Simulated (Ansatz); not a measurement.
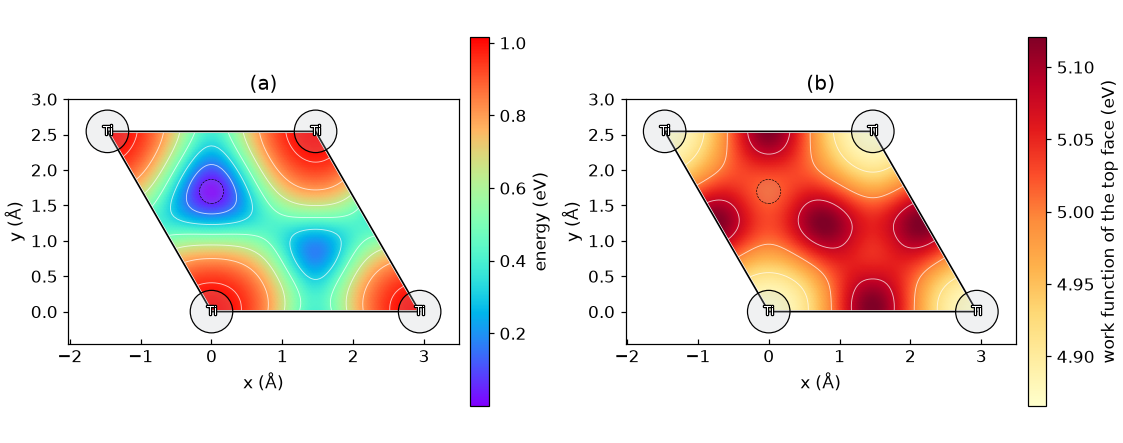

Si on a Ti(001) slab cut from the P6_3/mmc phase, its upper half relaxed before the scan (16 atoms of substrate and one adsorbate in a 2 × 2 cell). 
- Si is moved over the surface cell; relaxed at each place: the height of the adsorbate's atoms; substrate rigid; the origin of the map has the adsorbate above Ti13.
- Places are given modulo a cell vector. The map is drawn in real space over the plane of the surface.
- The scan uses a 6 × 6 grid; 10 points were computed and 26 follow by symmetry.
- Places are given in fractions of the 1 × 1 surface cell.
- Energies are in eV, from the lowest grid point.
- The calculation used DFT PBE, scalar-relativistic, plane waves, PAW (Ansatz 0.2.0). Settings: cutoff 420 eV, k-mesh 6×6×1, gaussian smearing 0.1 eV, no spin polarisation.

Panel (a) is the energy and panel (b) the computed work function of the top face on the same grid.

In the figure: a smooth colour map with a few white contour lines, labelled circles for the atoms of the top layer and small ones for the second layer, the outline of one cell of the plane. Between grid points the surface is interpolated.

### How does the work function of the top face vary over the map, and what is it at the lowest grid point?

It runs from 4.87 eV at the top site over a surface Ti atom, (0/6, 0/6) of the cell vectors to 5.12 eV at a bridge site between two Ti atoms, (0/6, 3/6) of the cell vectors. At the lowest grid point, a threefold hollow over a second-layer Ti atom, (2/6, 4/6) of the cell vectors, it is 5.01 eV.

PAW datasets: the set soft_1.
